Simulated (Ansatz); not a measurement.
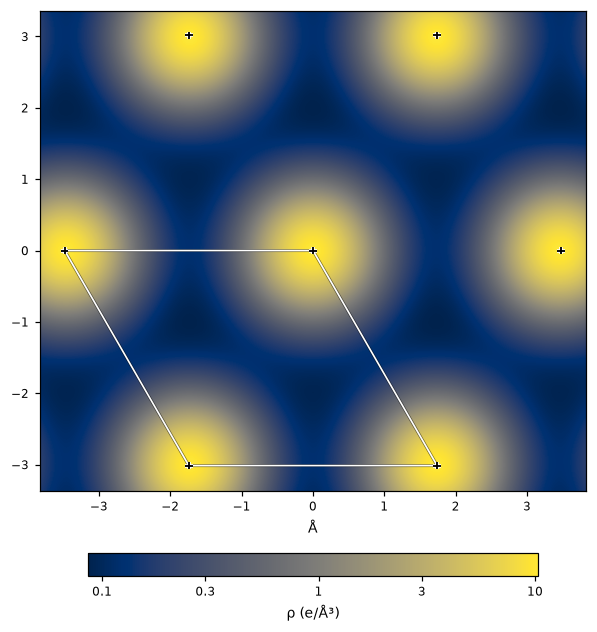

The valence pseudo-density on a plane through atoms (crosses mark nuclei in the plane).

The calculation used Kohn-Sham DFT of a periodic cell, PBE, Ansatz PAW (Ansatz 0.2.0).

Candidates:
A. Pb, a = 3.48 Å, b = 3.48 Å, c = 5.59 Å, α = 90.00°, β = 90.00°, γ = 120.00°. Space group P6₃/mmc; computed pressure about 4 GPa in this cell.
B. Au, a = 2.75 Å, b = 2.75 Å, c = 2.75 Å, α = 90.00°, β = 90.00°, γ = 90.00°. Space group Pm-3m; a generated structure, not necessarily the stable one.

**Which candidate gave the map?**

Candidate A: Pb on the (001) plane of the conventional cell, which holds Pb.
